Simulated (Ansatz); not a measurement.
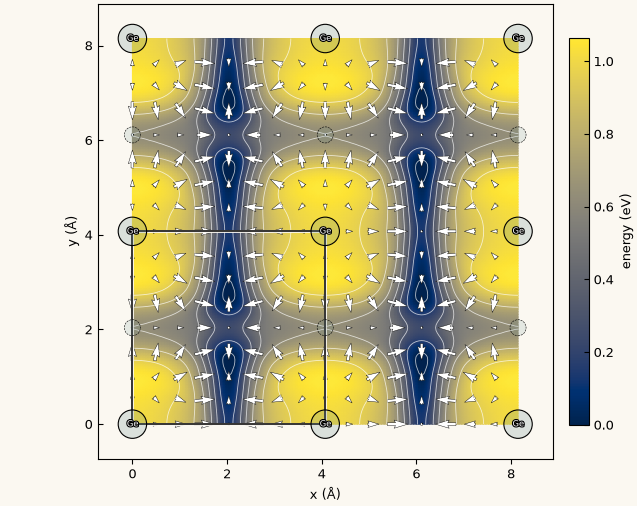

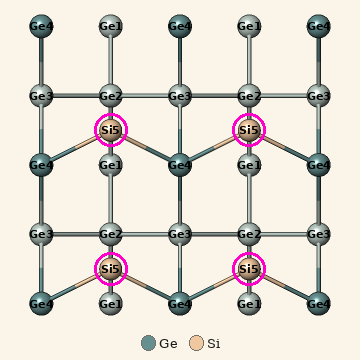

Energy landscape of Si on a Ge(100) slab cut from the Fd-3m phase, its upper half relaxed before the scan (4 atoms of substrate and one adsorbate in a 1 × 1 cell). Si is moved over the surface cell; relaxed at each place: the height of the adsorbate's atoms; substrate rigid; the origin of the map has the adsorbate above Ge4. Places are given modulo a cell vector. The map is drawn in real space over the plane of the surface. The scan uses an 8 × 8 grid; 25 points were computed and 39 follow by symmetry. Energies: eV, counted from the lowest grid point. With one adsorbate in each 1 × 1 cell, its nearest image is 4.1 Å away, so neighbouring adsorbates interact. Level of theory: DFT PBE, scalar-relativistic, plane waves, PAW in Ansatz. Settings: cutoff 420 eV, k-mesh 7×7×1, gaussian smearing 0.1 eV, no spin polarisation.

The picture shows a smooth colour map with a few white contour lines, arrows along the force (downhill), their lengths compressed, labelled circles for the atoms of the top layer and small ones for the second layer, the outline of one cell of the 2 × 2 shown. Between grid points the surface is interpolated. The second picture is the structure at the lowest point; rings mark the moved atoms.

Q: What does the map say about the system?

A: The lowest grid point is at (4/8, 2/8) of the cell vectors [nearest 2 Ge at 2.44 Å]; the map holds 2 wells of about this depth. The bottom of the well lies between grid points, at about (0.50, 0.32) of the cell vectors, about 0.048 eV lower on the interpolated surface. No other kind of well shows on this grid. The highest grid point, (0/8, 2/8) of the cell vectors [nearest 1 Ge at 2.30 Å], lies 1.06 eV above the lowest. On the interpolated surface the easiest way out of the lowest well to a well of about the same depth near (4/8, 6/8) of the cell vectors [nearest 2 Ge at 2.44 Å] passes a barrier of about 0.18 eV, counted from the interpolated bottom of the well. At the lowest point the adsorbate has 2 Ge at 2.44 Å as nearest neighbours, at the highest 1 Ge at 2.30 Å. Its relaxed height above the top atom is 0.89 Å at the lowest and 2.06 Å at the highest point.

The values on the grid:

| second ↓, first → | 0/8 | 1/8 | 2/8 | 3/8 | 4/8 | 5/8 | 6/8 | 7/8 |
| --- | --- | --- | --- | --- | --- | --- | --- | --- |
| 7/8 | 1.04 | 1.01 | 0.93 | 0.62 | 0.07 | 0.62 | 0.93 | 1.01 |
| 6/8 | 1.06 | 1.04 | 0.92 | 0.54 | 0.00 | 0.54 | 0.92 | 1.04 |
| 5/8 | 0.85 | 0.82 | 0.71 | 0.37 | 0.01 | 0.37 | 0.71 | 0.82 |
| 4/8 | 0.64 | 0.62 | 0.57 | 0.43 | 0.25 | 0.43 | 0.57 | 0.62 |
| 3/8 | 0.85 | 0.82 | 0.71 | 0.37 | 0.01 | 0.37 | 0.71 | 0.82 |
| 2/8 | 1.06 | 1.04 | 0.92 | 0.54 | 0.00 | 0.54 | 0.92 | 1.04 |
| 1/8 | 1.04 | 1.01 | 0.93 | 0.62 | 0.07 | 0.62 | 0.93 | 1.01 |
| 0/8 | 1.01 | 0.99 | 0.90 | 0.65 | 0.13 | 0.65 | 0.90 | 0.99 |

The input of one point:

```yaml
crystal:
  lattice:
    - [4.0740542205, 0.0, 0.0]
    - [0.0, 4.0740542205, 0.0]
    - [0.0, 0.0, 19.855756859]
  atoms:
    - { symbol: Ge, position: [0.0, 0.5, 0.20145291] }
    - { symbol: Ge, position: [0.0, 0.0, 0.2739958855] }
    - { symbol: Ge, position: [0.5, 0.0, 0.3493666156] }
    - { symbol: Ge, position: [0.5, 0.5, 0.4208228837] }
    - { symbol: Si, position: [1.0, 0.75, 0.4381478492] }
basis:
  ecutwfc: 420
kpoints:
  mp_grid: { grid: [7, 7, 1] }
hamiltonian:
  xc: pbe
  pseudopotentials: { kind: paw, azcp: { folder: soft_1 } }
scf:
  occupations: { method: gaussian, width: 0.1 }
output:
  forces: true
  eigenvalues: true
relax:
  adjacent_minimum: "off"
  f_tol: 0.025
  max_steps: 16
  constraints: [{ sites: [0, 1, 2, 3] }, { sites: [4], fix: xy }]
efield:
  axis: 3
  dipole_correction: true
  ramp_width: 0.04
```

Each point was launched as `ansatz run input.yaml --threads 2 --pin off --max-ram 6144MiB --backend cpu --events-out ev --progress --plain --runs-dir out`. The whole map (25 points run) took 14 min on 2 threads of Intel(R) Xeon(R) Platinum 8259CL CPU @ 2.50GHz (Skylake/Cascade Lake), on a shared host.
